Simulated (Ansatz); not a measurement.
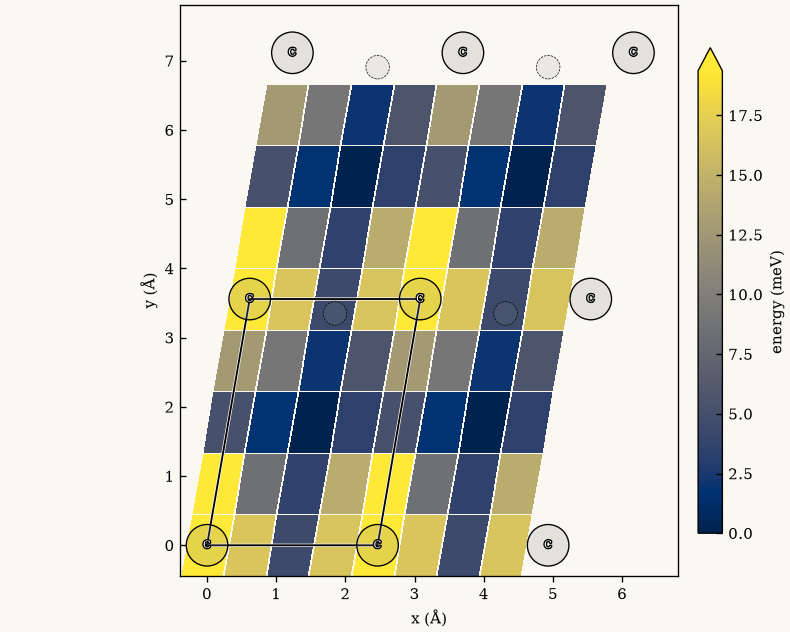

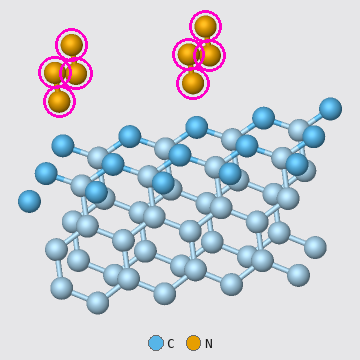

Energy landscape of N₂ on a C(111) slab cut from the Fmmm phase, its upper half relaxed before the scan (12 atoms of substrate and one adsorbate in a 2 × 1 cell). 
- N2 is moved over the surface cell at a fixed height above a rigid substrate; the origin of the map has the adsorbate above C11; the height is held at 3.10 Å.
- Places are given modulo a cell vector. The map is drawn in real space over the plane of the surface.
- The grid has 4 × 4 points.
- Places are given in fractions of the 1 × 1 surface cell.
- Energies are in meV, from the lowest grid point.
- At a fixed height the lowest place need not be the adsorption site.
- These are results of DFT PBE+D3(BJ), scalar-relativistic, plane waves, PAW in Ansatz 0.2.0, not measurements. Settings: cutoff 420 eV, k-mesh 6×8×1, gaussian smearing 0.05 eV, no spin polarisation.

Drawn: one coloured cell a grid point, labelled circles for the atoms of the top layer and small ones for the second layer, the outline of one cell of the 2 × 2 shown, one colour for all values above the top of the scale. The second picture is the structure at the lowest point; rings mark the moved atoms.

> Where are the lowest and the highest points?

The lowest grid point is at the trough between two rows of top atoms, (2/4, 2/4) of the cell vectors. The highest grid point, the top site over a surface C atom, (0/4, 0/4) of the cell vectors, lies 28.9 meV above the lowest.

Time for the 16 points that were run: 8.5 min on 1 thread of Intel(R) Xeon(R) 6975P-C (Granite Rapids), with other jobs on the host.

PAW datasets: the set soft_1.
